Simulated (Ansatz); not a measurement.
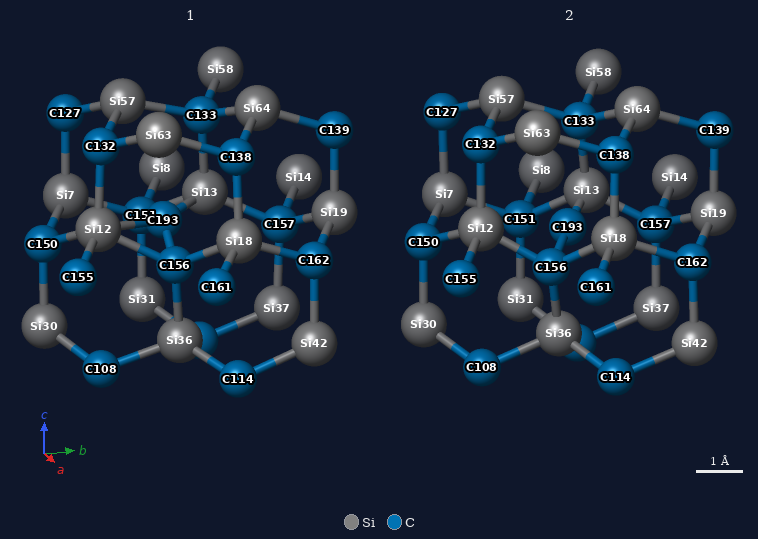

Two geometries of a defect cell of composition Si₉₆C₉₇, drawn at one scale. One is the start of a relaxation, the other its converged end. Style: ball-and-stick. Shown: the atoms within 4.2 Å of the atom that moves most (axes of the cell of the calculation (origin shifted)), slightly off an axis.

Theory: DFT, PBEsol, PAW, plane waves in Ansatz. Settings: plane-wave cutoff 420 eV; k-point mesh 1 × 1 × 1; mesh shifted by (0.25, 0.25, 0.25); no spin polarisation; atoms relaxed in a fixed cell; force threshold 0.03 eV/Å; at most 80 steps.

**Which geometry has the lower energy?**

Structure 1 is the relaxed one. The atom that moves furthest is a C atom (0.62 Å along [0 −2 1]). Largest moves by element: C 0.62 Å, Si 0.17 Å. The lattice vectors keep their values. Some distances before and after: C–Si 2.348 → 1.900 Å, C–Si 2.377 → 2.690 Å, C–Si 1.487 → 1.725 Å, C–C 1.548 → 1.380 Å. New bonds form, among them: C–Si (2.35 → 1.90 Å). Among the angles between lasting bonds that change: Si–C–C 177.2° → 131.9°, C–Si–C 95.9° → 118.7°, Si–C–C 89.5° → 68.7°. After 8 geometry steps the energy has fallen by 7.136 eV per cell of the calculation. The largest force component goes from 14 to 0.02 eV/Å.
